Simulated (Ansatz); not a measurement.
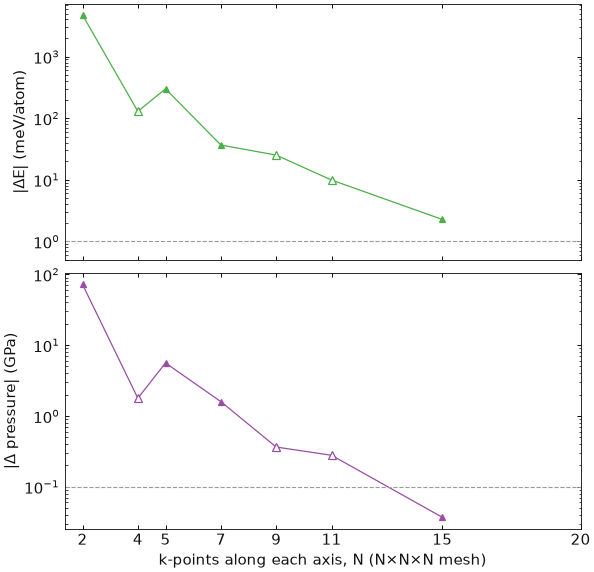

Scan of the k-point mesh.
- system: Pt (Fm-3m, 1 atom in the cell)
- method: Ansatz, DFT, LDA (PW92), plane waves (420 eV) with PAW, scalar-relativistic; Fermi–Dirac smearing of 0.1 eV
ΔE is the free energy less its value at the densest setting, 20×20×20.
Dashed lines or grey bands mark the tolerance: 1 meV/atom and 0.1 GPa.
On logarithmic panels, open markers lie below the reference value and filled ones above.

**What is enough for the free energy to 1 meV/atom?**

The free energy at the last setting but one, 15×15×15, is still more than 1 meV/atom from the densest setting's value, so the scan doesn't show it converged. It is off by 4700 meV/atom at 2×2×2, 37 meV/atom at 7×7×7 and 2.3 meV/atom at 15×15×15 (on both sides of it).

**How does the pressure behave (tolerance 0.1 GPa)?**

The pressure is within 0.1 GPa of the densest setting's value from 15×15×15 on. It is off by 72 GPa at 2×2×2, 1.6 GPa at 7×7×7 and 0.28 GPa at 11×11×11 (on both sides of it).
